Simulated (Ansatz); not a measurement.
**Run report: Ge₅H₂, geometry relaxation (part 3 of 3)**

Ge₅H₂ (slab, 28 atoms in the cell); DFT LDA, scalar-relativistic, plane waves, PAW, no spin polarisation (Ansatz 0.2.0); cutoff 420 eV, 3×3×1 k-mesh, Gaussian smearing of 0.05 eV. The structure derives from an entry of the Crystallography Open Database. The input holds or restrains some coordinates. Forces given for the steps count only the free coordinates.

### Output, continued
```
  k-point 3: bands = ["-24.7226", "-24.7216", "-24.7198", "-24.7179", "-24.7026", "-24.6980", "-24.6404", "-24.6400", "-24.6397", "-24.6340", "-24.5815", "-24.5797", "-24.5652", "-24.5562", "-24.5253", "-24.5245", "-24.5199", "-24.5175", "-24.5149", "-24.5137", "-24.5049", "-24.4955", "-24.4890", "-24.4810", "-24.4745", "-24.4712", "-24.4669", "-24.4665", "-24.4555", "-24.4495", "-24.4494", "-24.4453", "-24.4442", "-24.4358", "-24.4313", "-24.4257", "-24.4239", "-24.4173", "-24.4154", "-24.4047",
      "-24.3917", "-24.3910", "-24.3828", "-24.3827", "-24.3738", "-24.3679", "-24.3572", "-24.3466", "-24.3455", "-24.3348", "-24.3135", "-24.3133", "-24.2909", "-24.2760", "-24.2704", "-24.2682", "-24.2507", "-24.2504", "-24.2464", "-24.2428", "-24.2254", "-24.2164", "-24.2148", "-24.2117", "-24.1949", "-24.1931", "-24.1911", "-24.1904", "-24.1895", "-24.1863", "-24.1848", "-24.1812", "-24.1785", "-24.1752", "-24.1731", "-24.1675", "-24.1498", "-24.1463", "-24.1459", "-24.1437",
      "-24.1432", "-24.1421", "-24.1346", "-24.1343", "-24.1326", "-24.1326", "-24.1287", "-24.1282", "-24.1279", "-24.1236", "-24.1110", "-24.1105", "-24.0915", "-24.0881", "-24.0796", "-24.0733", "-24.0679", "-24.0655", "-24.0544", "-24.0423", "-11.8692", "-11.2134", "-11.1596", "-10.6395", "-10.5482", "-10.1923", "-10.0192", "-9.6129", "-9.0961", "-8.8898", "-8.7815", "-8.3687", "-7.5375", "-7.1278", "-7.0370", "-6.5880", "-6.2501", "-5.7626", "-5.5512", "-4.8971",
      "-4.6663", "-4.5485", "-3.8790", "-3.8315", "-3.3483", "-3.2991", "-3.2633", "-3.2087", "-3.0835", "-2.9477", "-2.8931", "-2.4816", "-2.3395", "-2.1959", "-2.0229", "-1.9812", "-1.7947", "-1.6921", "-1.6695", "-1.4290", "-1.3631", "-1.2104", "-0.1081", "0.2088", "0.5021", "0.7011", "1.8897", "2.1582", "2.1879", "2.6143", "2.8026", "2.8418", "2.9634", "3.0641", "3.1729", "3.2955", "3.2994", "3.4983", "3.5901", "3.7524",
      "3.7541", "3.8852", "4.0912", "4.0968", "4.3364", "4.3912", "4.5448", "4.6494", "4.7956", "4.9625", "4.9761", "5.3188", "5.3562"]
--- Relaxed structure (4 steps of the walk, 4 accepted, 0 SCFs on fresh bases) ---
  F+E_penalty+E_count = -84431.28090543 eV   max|allowed force component| = 3.588e-3 eV/Å
  atoms:
    - { symbol: Ge, position: [0.5, 0.5, 0.253192968] }
    - { symbol: Ge, position: [0.5, 0.0, 0.253192968] }
    - { symbol: Ge, position: [0.0, 0.5, 0.253192968] }
    - { symbol: Ge, position: [0.0, 0.0, 0.253192968] }
    - { symbol: Ge, position: [0.7500000000000001, 0.5, 0.325720406] }
    - { symbol: Ge, position: [0.7500000000000001, 0.0, 0.325720406] }
    - { symbol: Ge, position: [0.25, 0.5, 0.325720406] }
    - { symbol: Ge, position: [0.25, 0.0, 0.325720406] }
    - { symbol: Ge, position: [0.7500000000000001, 0.7500000000000001, 0.40020580576331505] }
    - { symbol: Ge, position: [0.7500000000000001, 0.25, 0.40020580576331505] }
    - { symbol: Ge, position: [0.25, 0.7500000000000001, 0.39549179025255915] }
    - { symbol: Ge, position: [0.25, 0.25, 0.39549179025255915] }
    - { symbol: Ge, position: [0.003749982977543229, 0.7500000000000001, 0.47085711329339786] }
    - { symbol: Ge, position: [0.003749982977543229, 0.25, 0.47085711329339786] }
    - { symbol: Ge, position: [0.4962500170224568, 0.7500000000000001, 0.47085711329339786] }
    - { symbol: Ge, position: [0.4962500170224568, 0.25, 0.47085711329339786] }
    - { symbol: Ge, position: [0.09586231928905452, -4.1181032943938e-34, 0.5296376505610918] }
    - { symbol: Ge, position: [0.09586231928905452, 0.5, 0.5296376505610918] }
    - { symbol: Ge, position: [0.4041376807109456, -7.993965218529142e-34, 0.5296376505610918] }
    - { symbol: Ge, position: [0.4041376807109456, 0.5, 0.5296376505610918] }
    - { symbol: H, position: [0.5090621172745393, 0.6542935074422266, 0.2055986751801061] }
    - { symbol: H, position: [0.5090621172745393, 0.3457064925577735, 0.2055986751801061] }
    - { symbol: H, position: [0.5090621172745393, 0.1542935074422266, 0.2055986751801061] }
    - { symbol: H, position: [0.5090621172745393, -0.1542935074422266, 0.2055986751801061] }
    - { symbol: H, position: [-0.009062117274539254, 0.3457064925577735, 0.2055986751801061] }
    - { symbol: H, position: [-0.009062117274539254, 0.6542935074422266, 0.2055986751801061] }
    - { symbol: H, position: [-0.009062117274539254, -0.1542935074422266, 0.2055986751801061] }
    - { symbol: H, position: [-0.009062117274539254, 0.1542935074422266, 0.2055986751801061] }
```

### Trajectory as extended XYZ (Å, eV, eV/Å), 4 frames, from step=1 to step=4
```
28
Lattice="7.9505 0.0000 0.0000 0.0000 7.9505 0.0000 0.0000 0.0000 19.3783" Properties=species:S:1:pos:R:3:forces:R:3 step=1 energy=-84431.00040
Ge    3.9752    3.9752    4.9064   -0.2228   0.0000  -0.0603
Ge    3.9752    0.0000    4.9064   -0.2228   0.0000  -0.0603
Ge    0.0000    3.9752    4.9064    0.2228   0.0000  -0.0603
Ge    0.0000    0.0000    4.9064    0.2228   0.0000  -0.0603
Ge    5.9628    3.9752    6.3119    0.0000   0.0000  -0.1729
Ge    5.9628    0.0000    6.3119    0.0000   0.0000  -0.1729
Ge    1.9876    3.9752    6.3119    0.0000   0.0000  -0.2517
Ge    1.9876    0.0000    6.3119    0.0000   0.0000  -0.2517
Ge    5.9628    5.9628    7.7174    0.0000   0.0000   0.2861
Ge    5.9628    1.9876    7.7174    0.0000   0.0000   0.2861
Ge    1.9876    5.9628    7.7174    0.0000   0.0000  -0.3528
Ge    1.9876    1.9876    7.7174    0.0000   0.0000  -0.3528
Ge    0.0000    5.9628    9.1228    0.3632   0.0000   0.5360
Ge    0.0000    1.9876    9.1228    0.3632   0.0000   0.5360
Ge    3.9752    5.9628    9.1228   -0.3632   0.0000   0.5360
Ge    3.9752    1.9876    9.1228   -0.3632   0.0000   0.5360
Ge    0.7476    0.0000   10.3783   -0.2300   0.0000  -0.5256
Ge    0.7476    3.9752   10.3783   -0.2300   0.0000  -0.5256
Ge    3.2276    0.0000   10.3783    0.2300   0.0000  -0.5256
Ge    3.2276    3.9752   10.3783    0.2300   0.0000  -0.5256
H     3.9752    5.2571    4.0000    0.0719  -0.4069   0.1477
H     3.9752    2.6933    4.0000    0.0719   0.4069   0.1477
H     3.9752    1.2819    4.0000    0.0719  -0.4069   0.1477
H     3.9752   -1.2819    4.0000    0.0719   0.4069   0.1477
H     0.0000    2.6933    4.0000   -0.0719   0.4069   0.1477
H     0.0000    5.2571    4.0000   -0.0719  -0.4069   0.1477
H     0.0000   -1.2819    4.0000   -0.0719   0.4069   0.1477
H     0.0000    1.2819    4.0000   -0.0719  -0.4069   0.1477
28
Lattice="7.9505 0.0000 0.0000 0.0000 7.9505 0.0000 0.0000 0.0000 19.3783" Properties=species:S:1:pos:R:3:forces:R:3 step=2 energy=-84431.26431
Ge    3.9752    3.9752    4.9064   -0.0786   0.0000   0.0208
Ge    3.9752    0.0000    4.9064   -0.0786   0.0000   0.0208
Ge    0.0000    3.9752    4.9064    0.0786   0.0000   0.0208
Ge    0.0000    0.0000    4.9064    0.0786   0.0000   0.0208
Ge    5.9628    3.9752    6.3119    0.0000   0.0000   0.1283
Ge    5.9628    0.0000    6.3119    0.0000   0.0000   0.1283
Ge    1.9876    3.9752    6.3119    0.0000   0.0000  -0.6203
Ge    1.9876    0.0000    6.3119    0.0000   0.0000  -0.6203
Ge    5.9628    5.9628    7.7594    0.0000   0.0000  -0.0174
Ge    5.9628    1.9876    7.7594    0.0000   0.0000  -0.0174
Ge    1.9876    5.9628    7.6712    0.0000   0.0000  -0.1032
Ge    1.9876    1.9876    7.6712    0.0000   0.0000  -0.1032
Ge    0.0350    5.9628    9.1240   -0.0567   0.0000   0.0550
Ge    0.0350    1.9876    9.1240   -0.0567   0.0000   0.0550
Ge    3.9402    5.9628    9.1240    0.0567   0.0000   0.0550
Ge    3.9402    1.9876    9.1240    0.0567   0.0000   0.0550
Ge    0.7508    0.0000   10.2787    0.1313   0.0000  -0.0288
Ge    0.7508    3.9752   10.2787    0.1313   0.0000  -0.0288
Ge    3.2245    0.0000   10.2787   -0.1313   0.0000  -0.0288
Ge    3.2245    3.9752   10.2787   -0.1313   0.0000  -0.0288
H     4.0351    5.2028    3.9637    0.0056  -0.1069   0.1295
H     4.0351    2.7477    3.9637    0.0056   0.1069   0.1295
H     4.0351    1.2276    3.9637    0.0056  -0.1069   0.1295
H     4.0351   -1.2276    3.9637    0.0056   0.1069   0.1295
H    -0.0598    2.7477    3.9637   -0.0056   0.1069   0.1295
H    -0.0598    5.2028    3.9637   -0.0056  -0.1069   0.1295
H    -0.0598   -1.2276    3.9637   -0.0056   0.1069   0.1295
H    -0.0598    1.2276    3.9637   -0.0056  -0.1069   0.1295
28
Lattice="7.9505 0.0000 0.0000 0.0000 7.9505 0.0000 0.0000 0.0000 19.3783" Properties=species:S:1:pos:R:3:forces:R:3 step=3 energy=-84431.28057
Ge    3.9752    3.9752    4.9064   -0.0670   0.0000   0.2617
Ge    3.9752    0.0000    4.9064   -0.0670   0.0000   0.2617
Ge    0.0000    3.9752    4.9064    0.0670   0.0000   0.2617
Ge    0.0000    0.0000    4.9064    0.0670   0.0000   0.2617
Ge    5.9628    3.9752    6.3119    0.0000   0.0000   0.1476
Ge    5.9628    0.0000    6.3119    0.0000   0.0000   0.1476
Ge    1.9876    3.9752    6.3119    0.0000   0.0000  -0.6730
Ge    1.9876    0.0000    6.3119    0.0000   0.0000  -0.6730
Ge    5.9628    5.9628    7.7570    0.0000   0.0000  -0.0066
Ge    5.9628    1.9876    7.7570    0.0000   0.0000  -0.0066
Ge    1.9876    5.9628    7.6619    0.0000   0.0000  -0.0010
Ge    1.9876    1.9876    7.6619    0.0000   0.0000  -0.0010
Ge    0.0331    5.9628    9.1231   -0.0338   0.0000  -0.0056
Ge    0.0331    1.9876    9.1231   -0.0338   0.0000  -0.0056
Ge    3.9422    5.9628    9.1231    0.0338   0.0000  -0.0056
Ge    3.9422    1.9876    9.1231    0.0338   0.0000  -0.0056
Ge    0.7609    0.0000   10.2622    0.0290   0.0000   0.0114
Ge    0.7609    3.9752   10.2622    0.0290   0.0000   0.0114
Ge    3.2144    0.0000   10.2622   -0.0290   0.0000   0.0114
Ge    3.2144    3.9752   10.2622   -0.0290   0.0000   0.0114
H     4.0462    5.2030    3.9848    0.0012  -0.0032  -0.0004
H     4.0462    2.7475    3.9848    0.0012   0.0032  -0.0004
H     4.0462    1.2277    3.9848    0.0012  -0.0032  -0.0004
H     4.0462   -1.2277    3.9848    0.0012   0.0032  -0.0004
H    -0.0710    2.7475    3.9848   -0.0012   0.0032  -0.0004
H    -0.0710    5.2030    3.9848   -0.0012  -0.0032  -0.0004
H    -0.0710   -1.2277    3.9848   -0.0012   0.0032  -0.0004
H    -0.0710    1.2277    3.9848   -0.0012  -0.0032  -0.0004
28
Lattice="7.9505 0.0000 0.0000 0.0000 7.9505 0.0000 0.0000 0.0000 19.3783" Properties=species:S:1:pos:R:3:forces:R:3 step=4 energy=-84431.28091
Ge    3.9752    3.9752    4.9064   -0.0677   0.0000   0.2644
Ge    3.9752    0.0000    4.9064   -0.0677   0.0000   0.2644
Ge    0.0000    3.9752    4.9064    0.0677   0.0000   0.2644
Ge    0.0000    0.0000    4.9064    0.0677   0.0000   0.2644
Ge    5.9628    3.9752    6.3119    0.0000   0.0000   0.1375
Ge    5.9628    0.0000    6.3119    0.0000   0.0000   0.1375
Ge    1.9876    3.9752    6.3119    0.0000   0.0000  -0.6613
Ge    1.9876    0.0000    6.3119    0.0000   0.0000  -0.6613
Ge    5.9628    5.9628    7.7553    0.0000   0.0000   0.0004
Ge    5.9628    1.9876    7.7553    0.0000   0.0000   0.0004
Ge    1.9876    5.9628    7.6639    0.0000   0.0000   0.0019
Ge    1.9876    1.9876    7.6639    0.0000   0.0000   0.0019
Ge    0.0298    5.9628    9.1244    0.0007   0.0000   0.0003
Ge    0.0298    1.9876    9.1244    0.0007   0.0000   0.0003
Ge    3.9454    5.9628    9.1244   -0.0007   0.0000   0.0003
Ge    3.9454    1.9876    9.1244   -0.0007   0.0000   0.0003
Ge    0.7621    0.0000   10.2635    0.0029   0.0000  -0.0008
Ge    0.7621    3.9752   10.2635    0.0029   0.0000  -0.0008
Ge    3.2131    0.0000   10.2635   -0.0029   0.0000  -0.0008
Ge    3.2131    3.9752   10.2635   -0.0029   0.0000  -0.0008
H     4.0473    5.2019    3.9841    0.0013   0.0036  -0.0015
H     4.0473    2.7485    3.9841    0.0013  -0.0036  -0.0015
H     4.0473    1.2267    3.9841    0.0013   0.0036  -0.0015
H     4.0473   -1.2267    3.9841    0.0013  -0.0036  -0.0015
H    -0.0720    2.7485    3.9841   -0.0013  -0.0036  -0.0015
H    -0.0720    5.2019    3.9841   -0.0013   0.0036  -0.0015
H    -0.0720   -1.2267    3.9841   -0.0013  -0.0036  -0.0015
H    -0.0720    1.2267    3.9841   -0.0013   0.0036  -0.0015
```

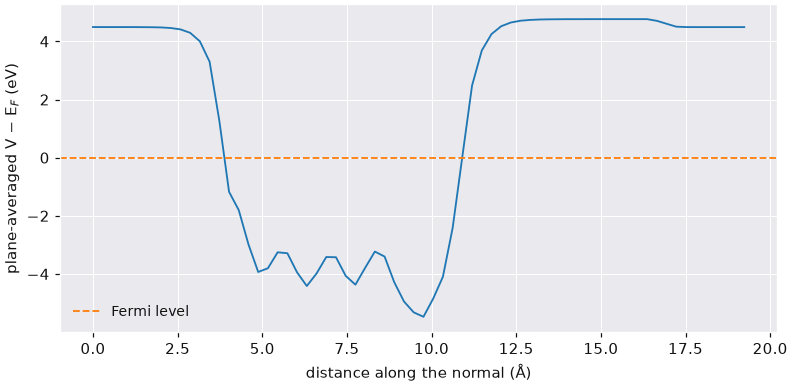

Fig. 1: Plane average of the electrostatic potential energy of an electron across the cell, from the Fermi level. The vacuum level lies 4.77 eV above the Fermi level on the upper side and 4.49 eV on the lower.

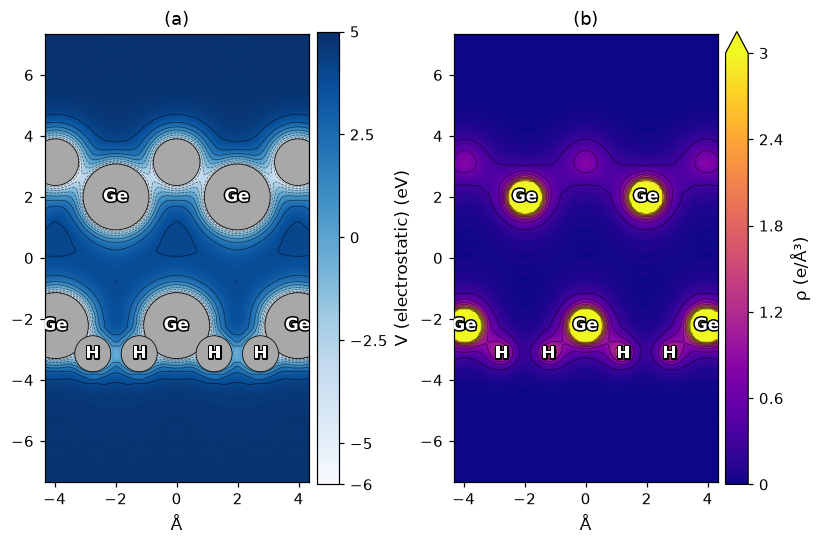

Fig. 2: (a) electrostatic potential energy of an electron; (b) valence pseudo-density on the (100) plane of the calculation cell, a cut from vacuum to vacuum. Grey discs, where drawn, cover atomic cores. Ge–H (1.54 Å): the density is about 1.1 e/Å³ at the midpoint, with its minimum of 0.91 e/Å³ about 0.9 Å from Ge. The density dies away to nearly zero in the vacuum. The fields are those of the smooth PAW valence density.

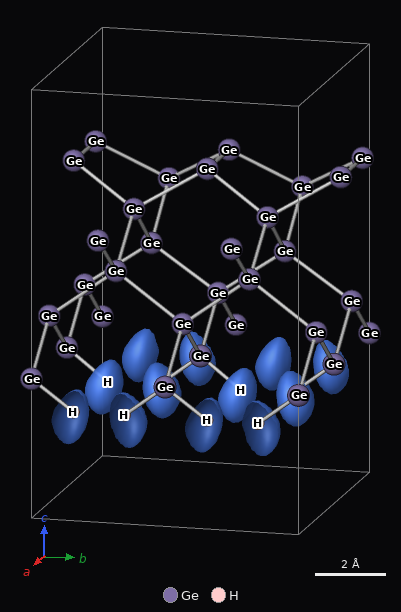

Fig. 3: Isosurface of the ELF at 0.9 (blue), seen slightly off an axis. Only the valence region is drawn (cores and ρ < 0.01 e/Å³ removed). Sticks mark near contacts. The ELF exceeds this value in eight regions around hydrogen nuclei, counted in one cell of 28 atoms.  Values along the shortest contacts: Ge–H (1.54 Å): the ELF climbs to about 1 towards the hydrogen, as it does in any bond to H.

### Results in brief

- outcome: converged under the restraints of the input
- electrons treated: 288
- free energy: −84431.2809 eV
- work function, top face: 4.77 eV
- work function, bottom face: 4.49 eV
- Fermi energy: 0.168 eV
- gap on the k-point mesh: none (metallic)
- final volume: 1224.90 Å³
- work function (upper face): 4.77 eV
- largest force (length of the vector) at the end, held atoms and coordinates included: 0.661 eV/Å
- wall time: 56 s (CPU time 3.3 min)
- peak memory: 3.4 GiB

### Remarks

The program warns: the exchange-correlation potential is rough where the density is thin.
